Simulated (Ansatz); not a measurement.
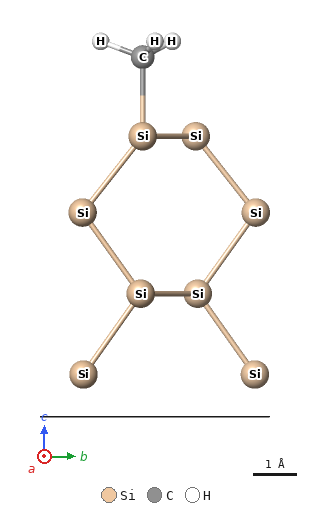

A slab of composition Si₁₆H₃C (cut from the Fd-3m phase), before the constrained relaxation. A ball-and-stick model of the cell of the calculation, outlined in the plane, without the vacuum (origin shifted), seen along the a axis.

Case: CH3 put at a top Si site. The slab is the (1 1 0) face of Si with CH3 on it. 8 atoms are held fixed.

Level of theory: Ansatz, DFT PBE+D3(BJ), scalar-relativistic, plane waves, PAW.

Input file:
```yaml
crystal:
  lattice:
    - [7.6671877214, 0.0, 0.0]
    - [0.0, 5.4215204304, 0.0]
    - [0.0, 0.0, 25.1231927472]
  atoms:
    - { symbol: Si, position: [0.25, 0.0, 0.3383327941] }
    - { symbol: Si, position: [0.75, 0.0, 0.3383327941] }
    - { symbol: Si, position: [0.5, 0.25, 0.3383327941] }
    - { symbol: Si, position: [0.0, 0.25, 0.3383327941] }
    - { symbol: Si, position: [0.5, 0.5, 0.4146287073] }
    - { symbol: Si, position: [0.0, 0.5, 0.4146287073] }
    - { symbol: Si, position: [0.75, 0.75, 0.4146287073] }
    - { symbol: Si, position: [0.25, 0.75, 0.4146287073] }
    - { symbol: Si, position: [0.75, 0.0039556614, 0.4912659872] }
    - { symbol: Si, position: [0.25, 0.0039556614, 0.4912659872] }
    - { symbol: Si, position: [0.0, 0.2460443386, 0.4912659872] }
    - { symbol: Si, position: [0.5, 0.2460443386, 0.4912659872] }
    - { symbol: Si, position: [0.0, 0.5088953787, 0.563282927] }
    - { symbol: Si, position: [0.5, 0.5088953787, 0.563282927] }
    - { symbol: Si, position: [0.25, 0.7411046213, 0.563282927] }
    - { symbol: Si, position: [0.75, 0.7411046213, 0.563282927] }
    - { symbol: C, position: [0.0, 0.5088953787, 0.6381141803], spin: 1.0 }
    - { symbol: H, position: [-0.031126648, 0.3251694617, 0.6529531365] }
    - { symbol: H, position: [0.1280720113, 0.5626361347, 0.6529531365] }
    - { symbol: H, position: [-0.0969453633, 0.6388805396, 0.6529531365] }
basis:
  ecutwfc: 420
kpoints:
  mp_grid: { grid: [4, 6, 1] }
hamiltonian:
  xc: pbe
  dispersion: d3bj
scf:
  occupations: { method: gaussian, width: 0.05 }
output:
  forces: true
  eigenvalues: true
  populations: true
  write_density: true
  write_potential: true
  elf: true
  volumetric_format: npy
magnetization:
  spin_polarized: true
relax:
  adjacent_minimum: "off"
  f_tol: 0.03
  max_steps: 70
  constraints: [{ sites: [0, 1, 2, 3, 4, 5, 6, 7] }]
efield:
  axis: 3
  dipole_correction: true
  ramp_width: 0.04
```

Launched with:
```bash
ansatz run input.yaml --threads 4 --pin off --max-ram 10240MiB --backend cpu --events-out ev --progress --plain --runs-dir out
```

Predict the outcome.

Answer. Over 16 accepted moves (18 points after the start) the energy falls by 1.194 eV per cell of the calculation. The largest force component goes from 1.4 to 0.012 eV/Å. The line search rejected the trial step at point 13 of the run. 1 step only repeated the SCF at the same geometry. The forces were under the threshold at step 14, but the run went on from there. The atom that moves furthest is H19 (2.17 Å at 73° to the normal (−c side)). Largest moves by element: H 2.17 Å, C 1.18 Å, Si 0.56 Å. The cell stays as it was. Near-neighbour distances that change, for instance: Si12–Si14 2.303 → 2.411 Å, Si11–Si13 2.303 → 2.360 Å, Si13–Si15 2.293 → 2.335 Å, Si10–Si12 2.323 → 2.357 Å. Bond angles that change, for instance: Si11–Si13–C17 141.8° → 109.1°, Si12–Si14–Si15 109.9° → 86.0°, Si15–Si13–C17 90.0° → 113.2°.

History of the run:

```tsv
step	E − E(0), meV/atom	largest force component, eV/Å	note
0	0.00	1.3741	
1	-22.23	0.5099	
2	-29.86	0.4486	
3	-34.56	0.3129	
4	-38.35	0.1904	
5	-41.93	0.2527	
6	-49.17	0.4659	
7	-55.30	0.3738	
8	-57.59	0.1938	
9	-58.62	0.1375	
10	-59.09	0.1820	
11	-59.36	0.2587	
12	-59.58	0.1171	
13	-59.12	0.1116	rejected
14	-59.66	0.0293	
15	-59.70	0.0336	
16	-59.71	0.0532	
17	-59.72	0.0122	
18	-59.72	0.0122	same geometry, SCF repeated
```

The end point in the same view:

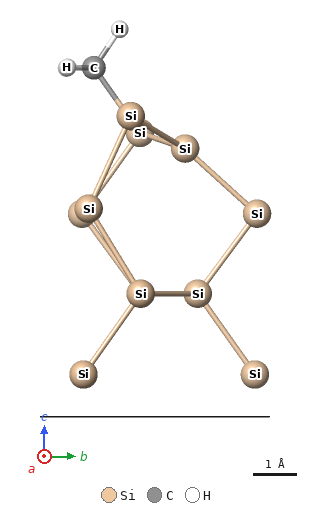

Limits of the set-up: the periodic images lie only 5.4 Å apart, so the values are limited by the cell's size.
